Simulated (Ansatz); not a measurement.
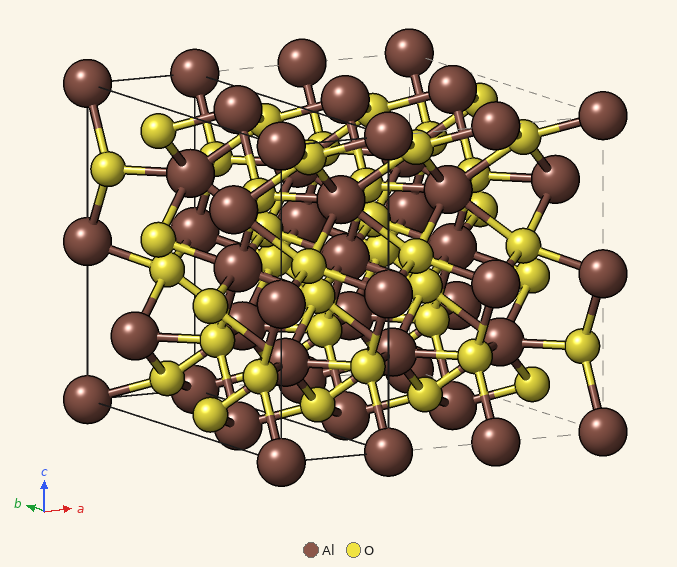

An orthographic ball-and-stick view of the structure, from a general direction. A block of 3×1×1 cells is shown, with one conventional unit cell in solid outline. Cell: a = 2.648 Å, b = 8.848 Å, c = 6.977 Å, α = 90.00°, β = 90.00°, γ = 90.00°.

Explain the picture.

- The formula is Al2O3.
- Space group Cmcm (No. 63), lattice base-centred orthorhombic.
- The cell has 20 atoms, namely 8 Al, 12 O.
- Al is linked to six O at about 1.9 to 2.0 Å. Each O atom is coordinated by four Al at about 1.9 to 2.0 Å. Not all metal-metal contacts are counted.
- The bonds build a three-dimensional framework.

The cell started as a structure listed in the Materials Project. What is shown is the relaxed result from Ansatz 0.2.0, DFT r2SCAN, scalar-relativistic, plane waves, PAW.
